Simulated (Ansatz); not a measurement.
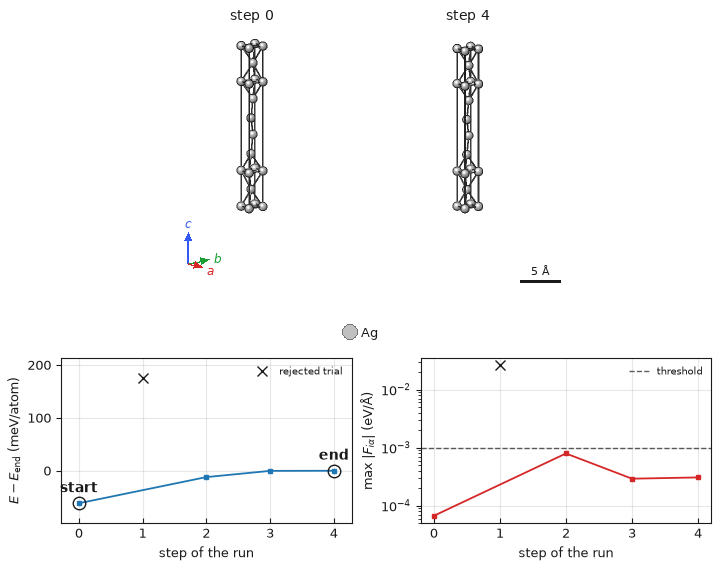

First and last geometry of a relaxation of solid Ag (set up in R-3m), with the history of the run. The picture is a ball-and-stick view of the conventional cell (3 times the calculation's cell), seen slightly off an axis. Lengths and directions refer to the drawn axes.

Case: relaxed at 18 GPa.

Level of theory: DFT LDA, scalar-relativistic, plane waves, PAW in Ansatz.

Input file:
```yaml
crystal:
  lattice:
    - [1.3931475613, 0.8043341193, 6.8409184881]
    - [-1.3931475613, 0.8043341193, 6.8409184881]
    - [0.0, -1.6086682393, 6.840918488]
  atoms:
    - { symbol: Ag, position: [0.0, 0.0, 0.0] }
    - { symbol: Ag, position: [0.7776742834, 0.7776742834, 0.7776742834] }
    - { symbol: Ag, position: [0.2223257166, 0.2223257166, 0.2223257166] }
basis:
  ecutwfc: 420
kpoints:
  mp_grid: { grid: [18, 18, 18] }
hamiltonian:
  xc: lda
scf:
  occupations: { method: fermi_dirac, width: 0.15 }
output:
  forces: true
  stress: true
  eigenvalues: true
relax:
  adjacent_minimum: "off"
  f_tol: 0.001
  max_steps: 60
  cell: { stress_tol: 0.02, p_target: 18.0 }
```

Run as
```bash
ansatz run input.yaml --threads 1 --pin off --max-ram 3072MiB --backend cpu --events-out ev --progress --plain --runs-dir out
```

### Read the history and describe the run.

The run was cut off at its time limit before the relaxation converged, so the last structure is only a point on the way. The energy rises by 61.5 meV per atom in 3 accepted moves (4 points after the start). With the target pressure of 18 GPa, the enthalpy E + pV changes by −29.5 meV per atom. The pressure goes from 6.99 to 18.00 GPa. The line search rejected the trial step at point 1 of the run. The atoms keep their places relative to the cell (all moves are under 0.005 Å). Cell: a = b 2.786 → 2.736 Å (−1.8 %), c 20.523 → 20.153 Å (−1.8 %). Volume −5.3 %. Among the contacts that change: Ag1–Ag1 2.786 → 2.736 Å. The space group stays R-3m (No. 166).
